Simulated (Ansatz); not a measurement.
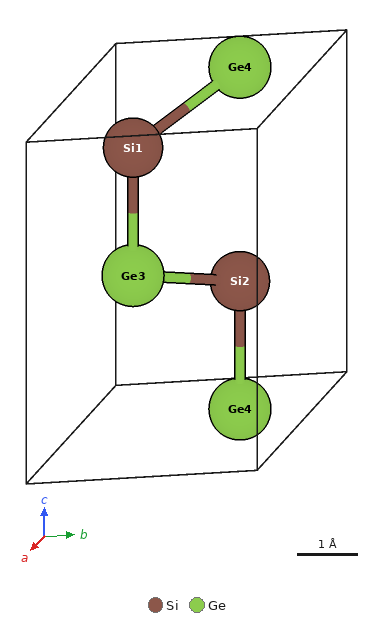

The input geometry (ball-and-stick view of the cell of the calculation, seen at an oblique angle; atoms are numbered from 1 in the order of the input).

# Single-point calculation of GeSi

System: GeSi (4 atoms in the cell).
Method: DFT PBEsol, scalar-relativistic, plane waves, PAW, no spin polarisation (Ansatz 0.2.0).

The structure derives from a Materials Project entry. Figures and captions count atoms from 1; the log counts them from 0 in places.

Log:
```
Engine: ansatz 0.2.0, x86_64-unknown-linux-gnu
Pseudopotentials: kind: paw
Pseudopotential: Si, paw, valence charge 4, recommended cutoff 420 eV (normal), Si.paw.azcp
Pseudopotential: Ge, paw, valence charge 14, recommended cutoff 420 eV (normal), Ge.paw.azcp
Functional definition: PBEsol
  exchange = pbesol_x
  correlation = pbesol_c
Crystal: 4 atoms, lattice volume = 85.165 Å³
Basis set: ecut = 420 eV, 1689 PW (Γ), exchange–correlation on 54×54×90 points (8 copies of the dense FFT grid, shifted against one another)
Bands: 22, of which v1, the nominal top of the filled ones, is band 18 counted from 1 (17 counted from 0)
Symmetry: 12 space group operations
Space group: P63mc (ITA 186), of the structure as read, at distance tolerance 4.4e-5 Å
k-points: 76 of 864 (time reversal used)
Non-local potential: Si, projectors of the file, l = 0: 2, l = 1: 2, l = 2: 2
Non-local potential: Ge, projectors of the file, l = 0: 2, l = 1: 2, l = 2: 3, l = 3: 1
PAW form: soft (Blöchl's): semilocal exchange-correlation on the pseudo side does not see the compensation charge
PAW frozen core: Si, regenerated for the run's functional, and the local potential with it (the file was generated under x = pbe(κ = 0.804, μ = 0.2195149727645171), c = pbe(β = 0.06672455060314922))
PAW frozen core: Ge, regenerated for the run's functional, and the local potential with it (the file was generated under x = pbe(κ = 0.804, μ = 0.2195149727645171), c = pbe(β = 0.06672455060314922))
PAW one-centre angular grid: Si, 110 points (default); XC on 64 Gauss nodes
PAW one-centre angular grid: Ge, 590 points (default); XC on 64 Gauss nodes
Initial density: superposition of atomic densities (neutral atoms: chi_scale 0, normalization atom), corrected by the library's trained network
Initial wavefunctions: pseudopotential atomic-orbital guess
Functional: x = pbesol(κ = 0.804, μ = 0.12345679012345678), c = pbesol(β = 0.046)
SCF iter   1: F=—  HF=-9749.869299 eV  |F-HF|=—  |Δ(HF+E_count)|=         —  Δρ=2.65e-3  dr2=7.15e-3  ethr=1.77e-3  ⟨swp⟩=6.1  Hψ=8109  notcnv=0
preconditioner: auto → Resta (q_TF=auto, 2.364 Å⁻¹)  ε∞=5.0  [insulator: Δε(μ)=0.338 eV  Ē_g=8.033 eV  σ=0.030 eV  W_gap=1.00  n_scr=22 (ndim 8)  ℏωp=16.1 eV  f_vac=0.013  D(μ)=0.00/eV (n_scr^D=0)  ε∞_Penn≈5.0]
SCF iter   2: F=—  HF=-9749.866513 eV  |F-HF|=—  |Δ(HF+E_count)|=   2.79e-3  Δρ=1.61e-3  dr2=2.64e-3  ethr=1.99e-5  ⟨swp⟩=1.6  Hψ=2439  notcnv=0
SCF iter   3: F=—  HF=-9749.866143 eV  |F-HF|=—  |Δ(HF+E_count)|=   3.70e-4  Δρ=6.35e-4  dr2=1.46e-4  ethr=7.34e-6  ⟨swp⟩=2.0  Hψ=3049  notcnv=0
SCF iter   4: F=—  HF=-9749.865975 eV  |F-HF|=—  |Δ(HF+E_count)|=   1.68e-4  Δρ=1.94e-4  dr2=3.44e-5  ethr=4.04e-7  ⟨swp⟩=2.0  Hψ=2647  notcnv=0
SCF iter   5: F=—  HF=-9749.865968 eV  |F-HF|=—  |Δ(HF+E_count)|=   6.52e-6  Δρ=5.55e-5  dr2=3.59e-6  ethr=9.57e-8  ⟨swp⟩=3.0  Hψ=3114  notcnv=0
SCF iter   6: F=—  HF=-9749.865970 eV  |F-HF|=—  |Δ(HF+E_count)|=   1.29e-6  Δρ=1.37e-5  dr2=1.58e-7  ethr=9.96e-9  ⟨swp⟩=2.0  Hψ=3010  notcnv=0
SCF iter   7: F=-9749.865970 eV  HF=-9749.865970 eV  |F-HF|=1.19e-8  |Δ(HF+E_count)|=   2.41e-7  Δρ=6.37e-6  dr2=1.80e-8  ethr=2.78e-10  ⟨swp⟩=9.5  Hψ=11177  notcnv=0
SCF 1 converged in 7 iterations: F = -9749.865970 eV  dr2 = 1.80e-8
  greatest PAW one-centre occupation: 0.998 electrons in one spin orbital (limit 2), on the Ge atom at site 2 (counted from 0), in its partial waves of l = 2
SCF converged after 7 iterations
Free energy (F): -9749.865970 eV
Harris-Foulkes:  -9749.865970 eV  (|F-HF|=1.19e-8)
Internal energy: -9749.865970 eV  (E = F + TS)
E sigma→0 (E₀):  -9749.865970 eV
Fermi energy:    7.784646 eV
--- Per-component energies (eV) ---
  E_band       = -306.540379
  E_kinetic    = 303.604794
  E_local      = -5305.755521  (includes V_loc(G=0)·N_el)
  E_nonlocal   = 893.257544
  E_hartree    = 2329.595239
  E_xc         = -259.289124
  E_vxc        = -223.169718  (∫ρ·V_xc dr)
  E_paw        = -4957.109900  (= ΣΔE_a)
  E_vpaw       = -633.677335  (= ΣTr[D̂ρ^β])
  E_aug_tail   = 0.000651  (compensation charges beyond the density's cutoff)
  E_ewald      = -2756.068646
  E_core_change = 1.898994  (= ΣΔE_core)
  E_smearing   = -0.000000  (= −TS)
  E_closure    = 0.000000  (closes the sum)
  Σ components = -9749.865970   (vs F -9749.865970, Δ=0.00e0)
--- Forces (eV/Å), atoms counted from 1 ---
  atom   1  Si     0.00000000    -0.00000000    -0.01062383
  atom   2  Si     0.00000000     0.00000000    -0.01062383
  atom   3  Ge     0.00000000    -0.00000000     0.01062545
  atom   4  Ge     0.00000000     0.00000000     0.01062545
  max |Σ_I F_I| component: 3.25e-6 eV/Å
--- Stress (GPa, compression-positive) ---
       -0.227918       0.000000       0.000000
       -0.000000      -0.227918       0.000000
        0.000000       0.000000      -0.290319
  P = ⅓ Tr σ = -0.2487 GPa (-2.487 kbar)
--- Band table (eV; the first three rows and the last of 76) ---
  k-point 0: bands = ["-16.9558", "-16.9558", "-16.9527", "-16.9527", "-16.9499", "-16.9499", "-16.9274", "-16.9274", "-16.9235", "-16.9235", "-5.0417", "-2.8904", "0.1255", "6.0306", "6.0306", "7.2997", "7.6081", "7.6081", "8.0053", "9.0586", "9.6421", "9.6421"]
  k-point 1: bands = ["-16.9558", "-16.9558", "-16.9525", "-16.9525", "-16.9501", "-16.9501", "-16.9271", "-16.9271", "-16.9238", "-16.9238", "-4.9549", "-3.1779", "0.5854", "6.1030", "6.1030", "6.2037", "7.4329", "7.4329", "8.0966", "9.8079", "9.8079", "9.8181"]
  k-point 2: bands = ["-16.9558", "-16.9558", "-16.9521", "-16.9521", "-16.9507", "-16.9507", "-16.9264", "-16.9264", "-16.9244", "-16.9244", "-4.6975", "-3.7413", "1.6618", "4.5932", "6.3143", "6.3143", "7.0495", "7.0495", "8.3668", "9.3556", "10.1959", "10.1959"]
  k-point 75: bands = ["-16.9558", "-16.9558", "-16.9474", "-16.9474", "-16.9463", "-16.9463", "-16.9250", "-16.9250", "-16.9249", "-16.9249", "-1.8377", "-1.8377", "-0.1598", "-0.1598", "3.0821", "3.0821", "5.5120", "5.5120", "8.9406", "8.9406", "11.3172", "11.3172"]
```

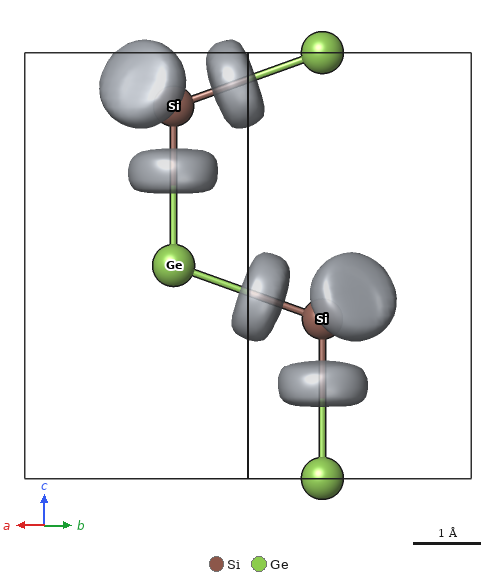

Isosurface of the electron localisation function at 0.75 (grey), seen along [110]. Only the valence region is drawn (cores and ρ < 0.01 e/Å³ removed). Sticks mark near contacts. The outline is the cell set on symmetry axes. The ELF exceeds this value in eight regions between bonded Ge–Si atoms (shared pairs), counted in one cell of 4 atoms. Core electrons are frozen (PAW), so the fields are smoothed inside the atomic spheres.

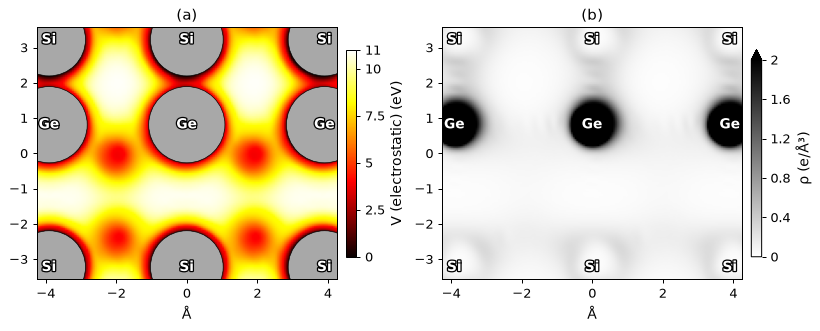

(a) electrostatic potential energy of an electron; (b) valence charge density (pseudo) on the (010) plane of the conventional cell. Grey discs, where drawn, cover atomic cores. Atoms in the plane: Si and Ge. Si–Ge (2.41 Å): the density is about 0.51 e/Å³ at the midpoint. Away from the nuclei the density in this plane falls to 0.03 e/Å³ at its lowest. Outside the cores the potential energy rises away from the atoms and is highest about 2.3 Å from the nearest atoms; outside the discs it spans about 10 eV, and its zero is arbitrary.

The run was set up as follows.

The input:
```yaml
crystal:
  lattice:
    - [3.9044512986, 0.0, 0.0]
    - [-1.9522256493, 3.3813540124, 0.0]
    - [0.0, 0.0, 6.450783]
  atoms:
    - { symbol: Si, position: [0.6666666667, 0.3333333333, 0.874607] }
    - { symbol: Si, position: [0.3333333333, 0.6666666667, 0.374607] }
    - { symbol: Ge, position: [0.6666666667, 0.3333333333, 0.500392] }
    - { symbol: Ge, position: [0.3333333333, 0.6666666667, 0.000392] }
basis:
  ecutwfc: 420
kpoints:
  mp_grid: { grid: [12, 12, 6] }
hamiltonian:
  xc: pbesol
scf:
  occupations: { method: gaussian, width: 0.03 }
output:
  forces: true
  stress: true
  eigenvalues: true
  write_density: true
  write_potential: true
  elf: true
  volumetric_format: npy
```

Run as:
```bash
ansatz run input.yaml --threads 2 --pin off --max-ram 5120MiB --backend cpu --events-out ev --progress --plain --runs-dir out
```

Summary:

- outcome: converged
- space group (tolerance 0.01 Å): P6₃mc (186)
- electrons treated: 36
- free energy: −9749.8660 eV
- Fermi energy: 7.785 eV
- gap on the k-point mesh: 0.35 eV
- pressure: −0.25 GPa
- largest force (length of the vector): 0.011 eV/Å
- hardware: 2 threads of Intel Xeon @ 2.50GHz (Skylake/Cascade Lake), 192 GiB of memory available, shared host
- wall time: 13 s (CPU time 25 s)
- peak memory: 0.47 GiB
